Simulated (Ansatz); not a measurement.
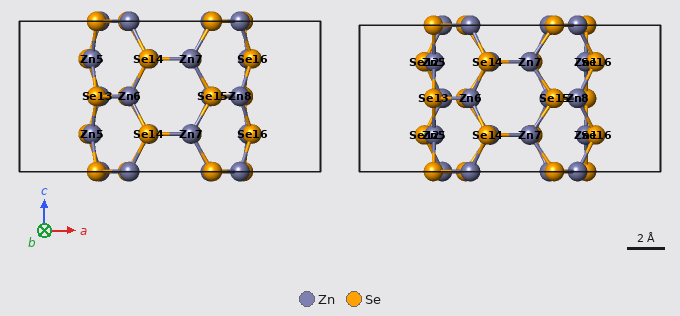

Two geometries of a wire of composition ZnSe, drawn at one scale. One is the start of a relaxation, the other its converged end. A ball-and-stick model of the 2 repeat of the cell, with the vacuum cut short, seen along the b axis.

Level of theory: DFT PBE, scalar-relativistic, plane waves, PAW (Ansatz 0.2.0). Settings: plane-wave cutoff 420 eV; k-point mesh 1 × 1 × 11; occupations gaussian; smearing width 0.05 eV; no spin polarisation; cell relaxed at fixed a, b, alpha, beta, gamma; force threshold 0.02 eV/Å; at most 45 steps.

> Which geometry has the lower energy?

The right one is the relaxed one. Case: (4,4) tube. The largest moves relative to the centre of the atoms, 0.20 Å, are those of Se atoms. By element the largest moves are Se 0.20 Å, Zn 0.14 Å. Along the periodic axis the drawn cell goes c 8.178 → 7.968 Å (−2.6 %). Among the contacts that change: Se–Zn 2.343 → 2.381 Å, Se–Zn 2.369 → 2.399 Å. Among the angles between lasting bonds that change: Zn–Se–Zn 113.4° → 106.2°, Se–Zn–Se 119.3° → 112.3°, Zn–Se–Zn 119.3° → 112.3°. After 4 accepted moves (5 points after the start) the energy has fallen by 0.842 eV per cell of the calculation. Largest force component: 0.57 eV/Å at the start, 0.0014 eV/Å at the end. The SCF was repeated once at an unchanged geometry on a basis and grid sized afresh for the cell, which shifted the energy by 2.9 meV per cell of the calculation at most.
